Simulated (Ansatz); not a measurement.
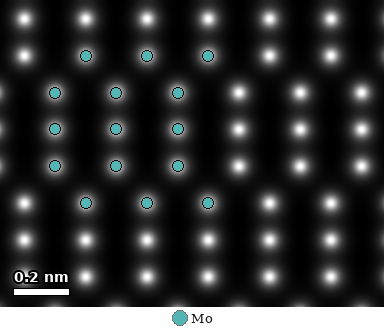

Map of the projected electrostatic potential of Mo (P6/mmm, No. 191) along [101]. Computed as the sum of neutral-atom potentials (tabulated electron scattering factors, B = 0.5 Å²) projected along the beam and smoothed by 0.25 Å; brighter is more positive. Atomic positions: the input geometry of a calculation; the starting structure was generated, so it need not be a known form of this composition.

Coloured dots in one corner mark the columns of the model.

Describe what the image shows.

The columns repeat on a centred rectangular net of 2.23 × 8.06 Å (plane group c2mm). All columns are alike (Mo). The shortest distance between visible columns is 1.34 Å in projection. Along the beam the structure repeats every 5.31 Å.

What mean inner potential do neutral atoms give for this crystal?

About 31 V (the sum of the forward scattering factors over the cell volume; bonding usually lowers the true value).
